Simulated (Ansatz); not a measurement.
**Run report: CoSi$_{2}$, geometry relaxation (part 2 of 2)**

CoSi$_{2}$ (slab, 12 atoms in the cell); DFT PBEsol, scalar-relativistic, plane waves, PAW, no spin polarisation (Ansatz 0.2.0); cutoff 420 eV, 8×6×1 k-mesh, Gaussian smearing of 0.1 eV. The structure derives from an entry of the Crystallography Open Database. The input holds or restrains some coordinates. Forces given for the steps count only the free coordinates. It belongs to a series of runs on one base structure; here: clean slab, lower half held.

Geometry of the input (Å; fractional positions):
```
3.7565  0.0000  0.0000
0.0000  5.3125  0.0000
0.0000  0.0000  22.6348
Co 0.5000  0.5000  0.3755
Si 0.0000  0.7500  0.3755
Si 0.0000  0.2500  0.3755
Co 0.0000  0.0000  0.4585
Si 0.5000  0.2500  0.4585
Si 0.5000  0.7500  0.4585
Co 0.5000  0.5000  0.5415
Si 0.0000  0.7500  0.5415
Si 0.0000  0.2500  0.5415
Co 0.0000  0.0000  0.6245
Si 0.5000  0.2500  0.6245
Si 0.5000  0.7500  0.6245
```

```
WARN: The input density's exchange-correlation potential varies sharply where the density is thin. Do not read a vacuum level from v_tot or v_xc, or from such a field of the output density. On a cell that repeats whose density bears no net charge and no dipole along the vacuum's axis use v_es (v_loc + v_h of the components); under efield.dipole_correction with no amplitude use v_es + v_field, which holds any external_charges[].barrier, or the levels of the report's work_function block, which leave it out; under a non-zero efield.amplitude the vacuum is tilted and has no level; on a cell that repeats and bears such a dipole with no correction it is tilted too, and efield.dipole_correction with no amplitude gives each side of its ramp a level where efield: is served; in a cell that repeats whose density bears a net charge (total_charge, or a fill off its count) it is curved and has none; of a slab under crystal.periodic whose density bears no net charge use v_es, which has a level on each side, short of where the two are joined; of another it falls or rises all the way out and has none; of a slab beside external_charges read slab_vacuum_level instead, which it has where they leave it neutral. The grid or the basis barely resolves most such structure, and the values can differ between equally converged runs; as a rule a tighter scf.convergence.dr2_threshold does not remove it. Where the density itself ripples (under the LDA too) a higher basis.ecutwfc lessens it. The files hold the spikes' plane waves up to the density's cutoff. Files: v_tot and the like, and their columns of v_z.tsv (output.write_potential); v_xc and the like, and their columns of v_comp_z.tsv (output.write_potential_components); where files of the output density stand in their place, no point of their own thin density is over the threshold below, and this is of outcome.potential() and, of a run that writes arrays (npy), the arrays of these names. Measured: with its Gaussian average of σ = 0.25 Å subtracted twice, the exchange-correlation potential is over 0.1 eV at 3070 of the grid points where the equally averaged density (valence and model cores) is under 1e-3 e/Å³, and 0.216 eV at the most among them, at an averaged density of 3.7e-7 e/Å³. See output.write_potential in the manual, Limitations
SCF converged after 6 iterations
Free energy (F): -25345.900832 eV
Harris-Foulkes:  -25345.900832 eV  (|F-HF|=4.27e-7)
Internal energy: -25345.863386 eV  (E = F + TS)
E sigma→0 (E₀):  -25345.882109 eV
Entropy (-TS):   -0.037446 eV (-3.121 meV/atom)
Fermi energy:    1.069659 eV
Dipole field:    D = 0.000852 V/Å  (p = 0.002128 e·Å, saw-weighted, corrected)
Work function:   Φ+ = 5.0071 eV   Φ− = 5.0264 eV
Levels:          The Fermi level and band energies are counted from a zero that moves with the ramp; work functions are not
--- Per-component energies (eV) ---
  E_band       = -2294.234431
  E_kinetic    = 2177.668372
  E_local      = -94178.362151  (includes V_loc(G=0)·N_el)
  E_nonlocal   = 2023.469790
  E_hartree    = 45438.457875
  E_xc         = -1080.166722
  E_vxc        = -1208.385730  (∫ρ·V_xc dr)
  E_paw        = -9928.830960  (= ΣΔE_a)
  E_vpaw       = -1985.533951  (= ΣTr[D̂ρ^β])
  E_aug_tail   = 0.000313  (compensation charges beyond the density's cutoff)
  E_efield     = 0.000001  (sawtooth field / dipole correction)
  E_vefield    = 0.000146  (∫n·V_field dr)
  E_ewald      = 30200.893935
  E_core_change = 1.006162  (= ΣΔE_core)
  E_smearing   = -0.037446  (= −TS)
  E_closure    = 0.000000  (closes the sum)
  Σ components = -25345.900832   (vs F -25345.900832, Δ=0.00e0)
--- Forces (eV/Å), atoms counted from 1 ---
  atom   1  Co     0.00000000     0.00000000    -0.12009775
  atom   2  Si     0.00000000     0.03411899     0.33299422
  atom   3  Si     0.00000000    -0.03411899     0.33299422
  atom   4  Co     0.00000000     0.00000000     0.22453630
  atom   5  Si     0.00000000     0.06125798    -0.38320844
  atom   6  Si     0.00000000    -0.06125798    -0.38320844
  atom   7  Co     0.00000000     0.00000000     0.00059349
  atom   8  Si     0.00000000    -0.00181621    -0.00401648
  atom   9  Si     0.00000000     0.00181621    -0.00401648
  atom  10  Co     0.00000000     0.00000000     0.00652450
  atom  11  Si     0.00000000    -0.00686887    -0.00150840
  atom  12  Si     0.00000000     0.00686887    -0.00150840
  max |Σ_I F_I| component: 7.83e-5 eV/Å
--- Band table (eV; the first three rows and the last of 20) ---
  k-point 0: bands = ["-93.4682", "-93.4075", "-93.2405", "-93.1835", "-57.0031", "-56.9332", "-56.9136", "-56.8684", "-56.8542", "-56.8214", "-56.7609", "-56.7200", "-56.6928", "-56.6741", "-56.6180", "-56.5572", "-11.7268", "-10.2566", "-8.0173", "-7.6288", "-6.4293", "-6.0586", "-5.7212", "-4.5725", "-4.5274", "-3.3265", "-3.0286", "-2.8457", "-2.4076", "-2.1894", "-2.1143", "-1.9026", "-1.8444", "-1.4914", "-1.3527", "-1.1960", "-1.1789", "-1.1087", "-1.0066", "-0.7621", "-0.6078", "-0.4278", "-0.2360", "-0.0686", "0.0085", "0.0237", "0.0340", "0.2841", "0.7769", "1.4335", "2.4487", "2.6963", "3.1616", "3.7098", "3.8587", "4.2225", "4.3520", "4.7053", "4.7243", "4.9714", "5.2547", "5.3128"]
  k-point 1: bands = ["-93.4682", "-93.4075", "-93.2405", "-93.1835", "-57.0031", "-56.9332", "-56.9136", "-56.8684", "-56.8542", "-56.8214", "-56.7609", "-56.7200", "-56.6928", "-56.6741", "-56.6180", "-56.5572", "-11.5852", "-10.1226", "-8.4184", "-7.9372", "-7.0402", "-5.8686", "-5.1100", "-4.8522", "-3.8659", "-3.4049", "-3.0380", "-2.8629", "-2.5392", "-2.1609", "-2.1229", "-1.9616", "-1.8238", "-1.3595", "-1.1356", "-1.1109", "-1.0926", "-1.0821", "-0.8248", "-0.7884", "-0.4667", "-0.3815", "-0.2507", "-0.2288", "0.0386", "0.1364", "0.1546", "0.7597", "0.7785", "1.1449", "2.2739", "3.1255", "3.1945", "3.2064", "3.2891", "3.4725", "3.9378", "4.8206", "4.9249", "4.9549", "5.5333", "5.6517"]
  k-point 2: bands = ["-93.4682", "-93.4075", "-93.2405", "-93.1835", "-57.0031", "-56.9332", "-56.9136", "-56.8684", "-56.8542", "-56.8214", "-56.7609", "-56.7200", "-56.6928", "-56.6741", "-56.6180", "-56.5572", "-11.1634", "-9.7255", "-9.5320", "-8.2646", "-7.3486", "-6.0389", "-5.4491", "-4.1935", "-3.4140", "-2.9839", "-2.8936", "-2.7517", "-2.7122", "-2.2010", "-2.0833", "-2.0426", "-1.6335", "-1.3360", "-0.9990", "-0.9140", "-0.8877", "-0.8394", "-0.7116", "-0.6299", "-0.4411", "-0.4305", "-0.3045", "0.0472", "0.2208", "0.4419", "0.6361", "0.8319", "0.8612", "1.4471", "1.8001", "2.0295", "2.2437", "2.8375", "3.2256", "3.6690", "4.1030", "4.6917", "4.7881", "4.9281", "5.0719", "5.1665"]
  k-point 19: bands = ["-93.4682", "-93.4075", "-93.2405", "-93.1834", "-57.0029", "-56.9331", "-56.9134", "-56.8684", "-56.8557", "-56.8229", "-56.7624", "-56.7198", "-56.6943", "-56.6739", "-56.6179", "-56.5572", "-8.3900", "-8.3511", "-7.9249", "-7.8755", "-7.0447", "-7.0367", "-7.0210", "-6.9404", "-4.0112", "-3.9522", "-3.8378", "-3.7666", "-2.3617", "-2.3443", "-2.2582", "-2.1982", "-1.5167", "-1.4862", "-1.2970", "-1.2722", "-0.9716", "-0.8842", "-0.7344", "-0.7012", "-0.6638", "-0.6535", "-0.5064", "-0.4620", "-0.0873", "-0.0385", "0.3600", "0.3912", "0.4747", "0.6523", "0.9027", "0.9483", "2.6497", "2.6851", "3.1165", "3.1709", "4.3521", "4.3895", "4.7931", "4.8023", "4.8157", "4.9328"]
--- Relaxed structure (4 steps of the walk, 4 accepted, 0 SCFs on fresh bases) ---
  F+E_penalty+E_count = -25345.90083245 eV   max|allowed force component| = 6.869e-3 eV/Å
  atoms:
    - { symbol: Co, position: [0.5, 0.5, 0.37552851909999996] }
    - { symbol: Si, position: [0.0, 0.75, 0.37552851909999996] }
    - { symbol: Si, position: [0.0, 0.25, 0.37552851909999996] }
    - { symbol: Co, position: [0.0, 0.0, 0.4585095064] }
    - { symbol: Si, position: [0.5, 0.25, 0.4585095064] }
    - { symbol: Si, position: [0.5, 0.75, 0.4585095064] }
    - { symbol: Co, position: [0.5, 0.5, 0.5407831399205145] }
    - { symbol: Si, position: [4.806480312937125e-36, 0.7520074714407369, 0.5425426537593795] }
    - { symbol: Si, position: [4.806480312937125e-36, 0.24799252855926313, 0.5425426537593795] }
    - { symbol: Co, position: [0.0, 0.0, 0.625271096107271] }
    - { symbol: Si, position: [0.5, 0.24931892188863272, 0.6222896959419031] }
    - { symbol: Si, position: [0.5, 0.7506810781113672, 0.6222896959419031] }
```

Trajectory as extended XYZ (Å, eV, eV/Å), 4 frames, from step=1 to step=4:
```
12
Lattice="3.7565 0.0000 0.0000 0.0000 5.3125 0.0000 0.0000 0.0000 22.6348" Properties=species:S:1:pos:R:3:forces:R:3 step=1 energy=-25345.87470
Co    1.8783    2.6563    8.5000    0.0000   0.0000  -0.0743
Si    0.0000    3.9844    8.5000    0.0000   0.0349   0.3028
Si    0.0000    1.3281    8.5000    0.0000  -0.0349   0.3028
Co    0.0000    0.0000   10.3783    0.0000   0.0000   0.1221
Si    1.8783    1.3281   10.3783    0.0000   0.0902  -0.3240
Si    1.8783    3.9844   10.3783    0.0000  -0.0902  -0.3240
Co    1.8783    2.6563   12.2565    0.0000   0.0000  -0.1221
Si    0.0000    3.9844   12.2565    0.0000   0.0902   0.3241
Si    0.0000    1.3281   12.2565    0.0000  -0.0902   0.3241
Co    0.0000    0.0000   14.1348    0.0000   0.0000   0.0742
Si    1.8783    1.3281   14.1348    0.0000   0.0349  -0.3028
Si    1.8783    3.9844   14.1348    0.0000  -0.0349  -0.3028
12
Lattice="3.7565 0.0000 0.0000 0.0000 5.3125 0.0000 0.0000 0.0000 22.6348" Properties=species:S:1:pos:R:3:forces:R:3 step=2 energy=-25345.89389
Co    1.8783    2.6563    8.5000    0.0000   0.0000  -0.1009
Si    0.0000    3.9844    8.5000    0.0000   0.0325   0.3180
Si    0.0000    1.3281    8.5000    0.0000  -0.0325   0.3180
Co    0.0000    0.0000   10.3783    0.0000   0.0000   0.1661
Si    1.8783    1.3281   10.3783    0.0000   0.0674  -0.3646
Si    1.8783    3.9844   10.3783    0.0000  -0.0674  -0.3646
Co    1.8783    2.6563   12.2443    0.0000   0.0000  -0.0091
Si    0.0000    3.9886   12.2676    0.0000   0.0603   0.1713
Si    0.0000    1.3239   12.2676    0.0000  -0.0603   0.1713
Co    0.0000    0.0000   14.1435    0.0000   0.0000   0.0312
Si    1.8783    1.3267   14.1098    0.0000   0.0266  -0.1694
Si    1.8783    3.9858   14.1098    0.0000  -0.0266  -0.1694
12
Lattice="3.7565 0.0000 0.0000 0.0000 5.3125 0.0000 0.0000 0.0000 22.6348" Properties=species:S:1:pos:R:3:forces:R:3 step=3 energy=-25345.90072
Co    1.8783    2.6563    8.5000    0.0000   0.0000  -0.1247
Si    0.0000    3.9844    8.5000    0.0000   0.0328   0.3340
Si    0.0000    1.3281    8.5000    0.0000  -0.0328   0.3340
Co    0.0000    0.0000   10.3783    0.0000   0.0000   0.2259
Si    1.8783    1.3281   10.3783    0.0000   0.0548  -0.3948
Si    1.8783    3.9844   10.3783    0.0000  -0.0548  -0.3948
Co    1.8783    2.6563   12.2369    0.0000   0.0000   0.0436
Si    0.0000    3.9952   12.2811    0.0000  -0.0003  -0.0140
Si    0.0000    1.3173   12.2811    0.0000   0.0003  -0.0140
Co    0.0000    0.0000   14.1542    0.0000   0.0000  -0.0114
Si    1.8783    1.3251   14.0836    0.0000  -0.0033   0.0079
Si    1.8783    3.9874   14.0836    0.0000   0.0033   0.0079
12
Lattice="3.7565 0.0000 0.0000 0.0000 5.3125 0.0000 0.0000 0.0000 22.6348" Properties=species:S:1:pos:R:3:forces:R:3 step=4 energy=-25345.90083
Co    1.8783    2.6563    8.5000    0.0000   0.0000  -0.1201
Si    0.0000    3.9844    8.5000    0.0000   0.0341   0.3330
Si    0.0000    1.3281    8.5000    0.0000  -0.0341   0.3330
Co    0.0000    0.0000   10.3783    0.0000   0.0000   0.2245
Si    1.8783    1.3281   10.3783    0.0000   0.0613  -0.3832
Si    1.8783    3.9844   10.3783    0.0000  -0.0613  -0.3832
Co    1.8783    2.6563   12.2405    0.0000   0.0000   0.0006
Si    0.0000    3.9950   12.2803    0.0000  -0.0018  -0.0040
Si    0.0000    1.3175   12.2803    0.0000   0.0018  -0.0040
Co    0.0000    0.0000   14.1529    0.0000   0.0000   0.0065
Si    1.8783    1.3245   14.0854    0.0000  -0.0069  -0.0015
Si    1.8783    3.9880   14.0854    0.0000   0.0069  -0.0015
```

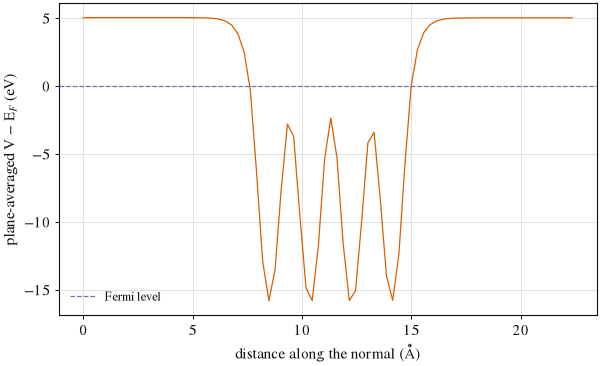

Figure 1. Plane average of the electrostatic potential energy of an electron across the cell, from the Fermi level. The vacuum level lies 5.01 eV above the Fermi level.

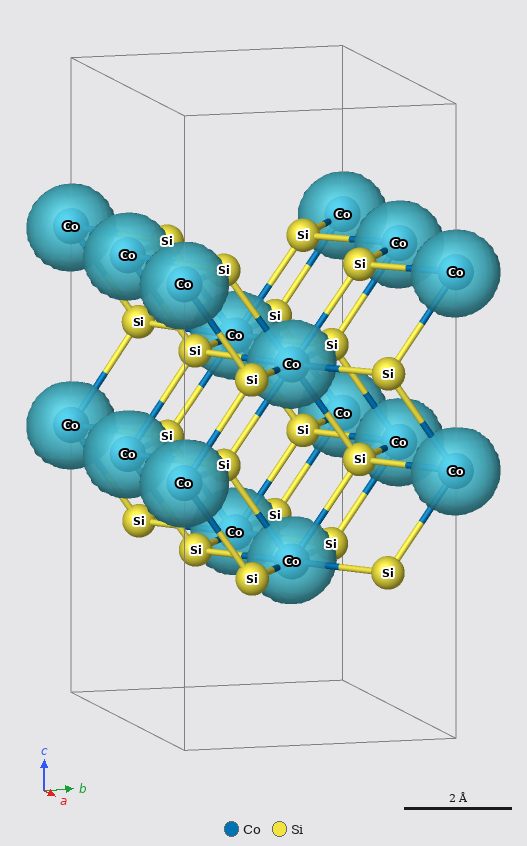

Figure 2. Isosurface of the valence charge density (pseudo) at 1 e/Å³ (cyan), seen slightly off an axis. Sticks mark near contacts. At this value the density breaks into separate islands; it holds about 55 % of the electrons treated as valence (semicore included). It is pinched off along the Co–Si (2.28 Å) contacts. On the grid the lowest density along these lines, outside the cores, is 0.49 e/Å³ (Co–Si, 2.28 Å). The fields are those of the smooth PAW valence density.

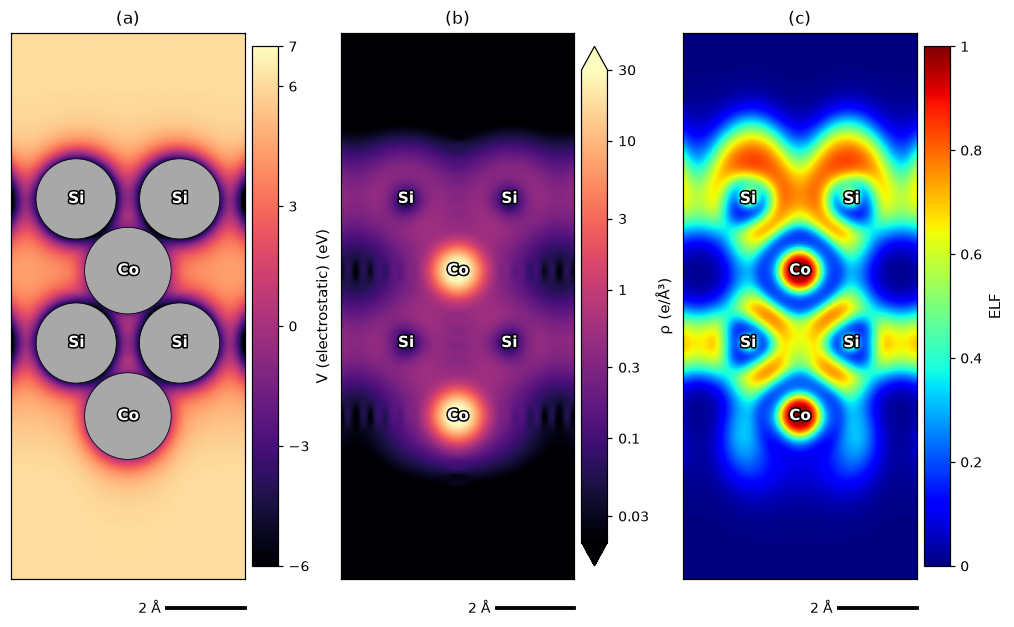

Figure 3. (a) electrostatic potential energy of an electron; (b) valence electron density; (c) electron localisation function on the (100) plane of the calculation cell, a cut from vacuum to vacuum. Grey discs, where drawn, cover atomic cores. The section cuts through Co and Si sites. Co–Si (2.28 Å): the density is about 0.52 e/Å³ at the midpoint; the ELF is about 0.50 at the midpoint. The density dies away to nearly zero in the vacuum. The strong features right at Co lie inside the PAW spheres (semicore, d or f shells) and say nothing about bonding.

Summary:

- outcome: converged under the restraints of the input
- electrons treated: 100
- free energy: −25345.9008 eV
- work function, top face: 5.01 eV
- work function, bottom face: 5.03 eV
- Fermi energy: 1.070 eV
- gap on the k-point mesh: none (metallic)
- final volume: 451.71 Å³
- work function (upper face): 5.01 eV
- largest force (length of the vector) at the end, held atoms and coordinates included: 0.388 eV/Å
- wall time: 2.7 min (CPU time 5.3 min)
- peak memory: 0.89 GiB

Notes:

The program warns: the exchange-correlation potential is rough where the density is thin. The run has no spin polarisation, so a magnetic state may lie lower.
